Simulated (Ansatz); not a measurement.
Geometry optimisation.

Program: Ansatz.

```
crystal:
  lattice:
    - [2.7820201497, 0.0, 0.0]
    - [-1.3910100748, 2.4093001234, 0.0]
    - [0.0, 0.0, 4.5153660373]
  atoms:
    - { symbol: V, position: [0.3333333333, 0.6666666667, 0.25], spin: 0.92 }
    - { symbol: V, position: [0.6666666667, 0.3333333333, 0.75], spin: 0.92 }
basis:
  ecutwfc: 500
kpoints:
  mp_grid: { grid: [9, 9, 4] }
hamiltonian:
  xc: r2scan
scf:
  occupations: { method: gaussian, width: 0.1 }
  lower_state_search: "off"
output:
  forces: true
  stress: true
  eigenvalues: true
  populations: true
magnetization:
  spin_polarized: true
relax:
  adjacent_minimum: "off"
  f_tol: 0.04
  max_steps: 70
  cell: { stress_tol: 0.4 }
```

> How does the optimisation go?

The optimisation met its thresholds at geometry 5, counting the start as the first. The energy fell by about 100 meV/atom from the first step to the last. All forces vanish by symmetry, so only the cell moves. The volume shrinks from 15.1 to 13.6 Å³ per atom (−10 %), overshooting to 13.3 at step 3.

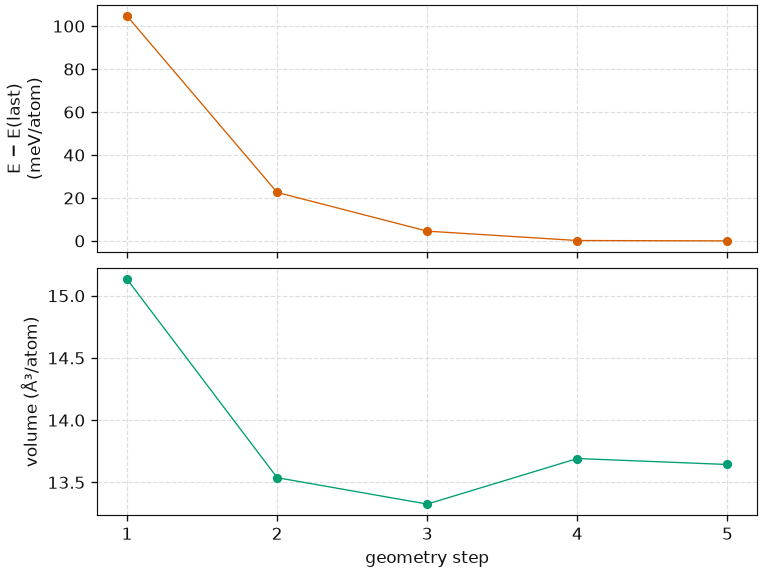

History of the run, step by step. Atoms and cell relax. A closing SCF on a freshly chosen basis isn't drawn.

The electronic state followed here needn't be the lowest one.
